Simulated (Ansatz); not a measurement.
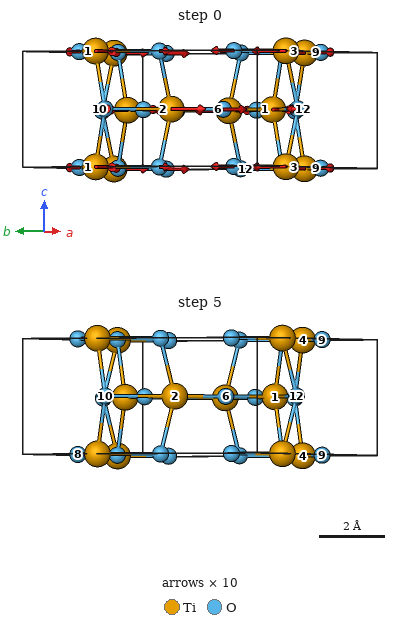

The structure of crystalline TiO₂ (set up in I4/m) before (top) and after (bottom) a relaxation, at one scale. The red arrows give the displacements, magnified 10 times.

The picture is a ball-and-stick view of the conventional cell (2 times the calculation's cell), seen from a free direction. Lengths and directions refer to the drawn axes.

Case: volume × 0.88, shape and atoms relaxed.

Level of theory: DFT LDA, scalar-relativistic, plane waves, PAW in Ansatz. (plane-wave cutoff 420 eV; k-point mesh 8 × 8 × 8; occupations gaussian; smearing width 0.02 eV; no spin polarisation; cell relaxed at fixed volume; force threshold 0.01 eV/Å; at most 30 steps)

> Describe what moved and what it gained.

The run was cut off at its time limit before the relaxation converged, so the last structure is only a point on the way. Over 5 geometry steps the energy falls by 3.2 meV per atom. Largest force component: 0.24 eV/Å at the start, 0.011 eV/Å at the end. The pressure goes from 33.64 to 30.26 GPa. The largest moves relative to the cell, 0.13 Å, are those of Ti atoms. Largest moves by element: Ti 0.13 Å, O 0.09 Å. The drawn cell changes at constant volume: a = b 8.191 → 8.199 Å (+0.1 %), c 3.603 → 3.596 Å (−0.2 %). Near-neighbour distances that change, for instance: O–Ti 2.205 → 2.266 Å, O–Ti 1.990 → 1.964 Å, O–Ti 1.765 → 1.791 Å, Ti–Ti 2.992 → 3.011 Å. Bond angles that change, for instance: O–Ti–O 103.8° → 111.1°, O–Ti–O 154.1° → 148.4°, O–Ti–O 81.3° → 75.9°. The space group stays I4/m (No. 87). The run took 110 s on 2 threads of Intel(R) Xeon(R) Platinum 8259CL CPU @ 2.50GHz (Skylake/Cascade Lake), on a shared host, peak memory 0.76 GiB.
